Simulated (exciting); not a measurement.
**Energy of Re along an even scaling of the cell**

System: Re (Fm-3m, 1 atom in the cell).
Method: Kohn-Sham DFT of a periodic cell, PBEsol, all-electron LAPW+lo, shipped species files, no spin polarisation (exciting sodium).

The 7 runs differ only in the geometry, by an even scaling of the cell at fixed fractional positions. The structure derives from an entry of the Crystallography Open Database.

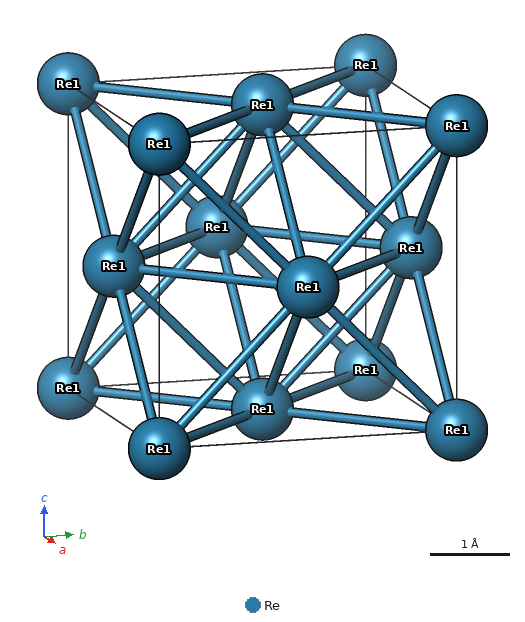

Figure 1. The structure of run 4 (ball-and-stick view of the cell 4 times as large as that of the calculation, set on its symmetry axes, seen slightly off an axis; atoms are numbered from 1 in the order of the input).

### Input of run 4
```
<input>
  <title>Re</title>
  <structure speciespath="./" tshift="false">
    <crystal scale="1">
      <basevect>0.000000000000 3.732209096136 3.732209096136</basevect>
      <basevect>3.732209096136 0.000000000000 3.732209096136</basevect>
      <basevect>3.732209096136 3.732209096136 0.000000000000</basevect>
    </crystal>
    <species speciesfile="Re.xml" rmt="2.3">
      <atom coord="0.000000000000 0.000000000000 0.000000000000"/>
    </species>
  </structure>
  <groundstate do="fromscratch" ngridk="12 12 12" rgkmax="9" gmaxvr="14" lmaxapw="10" lmaxmat="10" lmaxvr="8" xctype="GGA_PBE_SOL" stype="Fermi Dirac" swidth="0.00183747" nempty="12" ValenceRelativity="iora*" epsengy="1e-05" epspot="1e-05" maxscl="60" tforce="true" outputlevel="normal"/>
  <properties>
    <chargedensityplot>
      <plot3d>
        <box grid="14 14 14">
          <origin coord="0 0 0"/>
          <point coord="1 0 0"/>
          <point coord="0 1 0"/>
          <point coord="0 0 1"/>
        </box>
      </plot3d>
    </chargedensityplot>
    <elfplot>
      <plot3d>
        <box grid="14 14 14">
          <origin coord="0 0 0"/>
          <point coord="1 0 0"/>
          <point coord="0 1 0"/>
          <point coord="0 0 1"/>
        </box>
      </plot3d>
    </elfplot>
    <exccplot>
      <plot3d>
        <box grid="14 14 14">
          <origin coord="0 0 0"/>
          <point coord="1 0 0"/>
          <point coord="0 1 0"/>
          <point coord="0 0 1"/>
        </box>
      </plot3d>
    </exccplot>
  </properties>
</input>
```

Command:
```bash
OMP_NUM_THREADS=1 exciting_smp
```

Run 3 has the same physical settings and fractional positions; its lattice vectors (Å) are:
```
   0.000000    1.961745    1.961745
   1.961745    0.000000    1.961745
   1.961745    1.961745    0.000000
```

### Results, with one run withheld

| run | volume per atom (Å³) | free energy per atom, from the lowest run given (meV) |
| --- | --- | --- |
| 1 | 14.483 | 0.00 |
| 2 | 14.791 | 0.06 |
| 3 | 15.099 | ? |
| 4 | 15.407 | 43.32 |
| 5 | 15.716 | 83.72 |
| 6 | 16.024 | 134.34 |
| 7 | 16.332 | 194.15 |

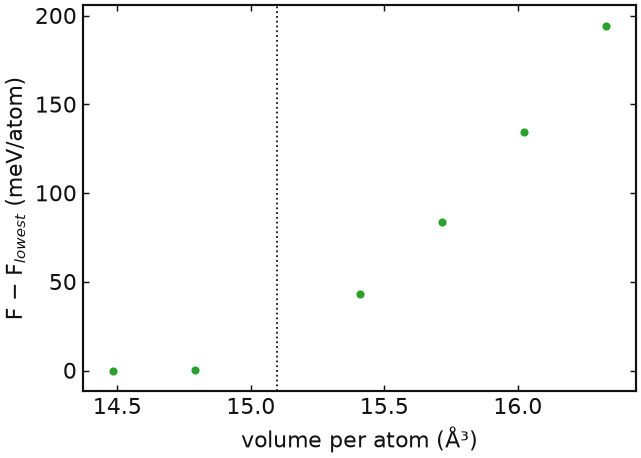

Figure 2. Free energy per atom of the runs given; the dotted line marks run 3.

Fit the runs given and predict run 3.

A cubic polynomial in V^(−2/3) (the Birch–Murnaghan form), fitted to the 6 runs given, misses them by at most 0.07 meV per atom. With x = V^(−2/3) − 0.16131 Å⁻², it reads F = 46.582 − 16568 x + 1.3936e+06 x² + 3.357e+06 x³ (meV per atom). At run 3 it gives 15.04 meV per atom, and the run itself gives 15.05. The fit has its minimum at 14.636 Å³ per atom, where V d²F/dV² gives 395 GPa: the bulk modulus at this level, since symmetry fixes the shape and the positions.

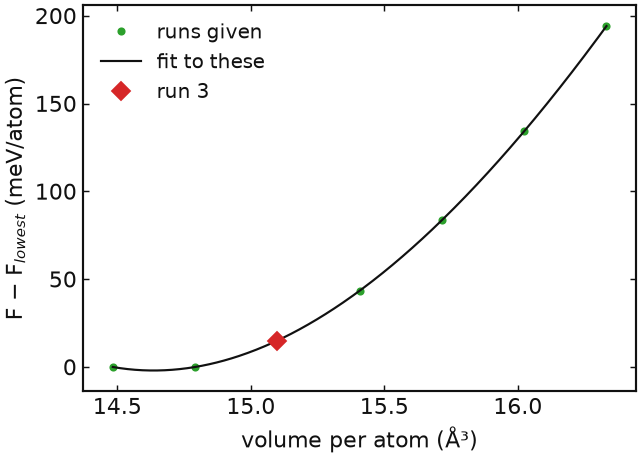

Figure 3. The fit and the withheld run.

### Some lines of the output (run 3)
```
[...]
 Absolute change in total energy   (target) :  0.220140E-02  ( 0.100000E-04)
 Total energy                               :    -16713.18883523
 Fermi energy                               :         0.57254920
 DOS at Fermi energy (states/Ha/cell)       :        17.89889639
 Absolute change in total energy   (target) :  0.102598E-03  ( 0.100000E-04)
 Total energy                               :    -16713.18884517
 Fermi energy                               :         0.57254919
 DOS at Fermi energy (states/Ha/cell)       :        17.89890447
 Absolute change in total energy   (target) :  0.994198E-05  ( 0.100000E-04)
 Total energy                               :    -16713.18884690
 DOS at Fermi energy (states/Ha/cell)       :        17.89890326
 Absolute change in total energy   (target) :  0.172287E-05  ( 0.100000E-04)
 Total energy                               :    -16713.18884584
 DOS at Fermi energy (states/Ha/cell)       :        17.89890829
```

Notes: Spin–orbit coupling is left out, which matters for Re.
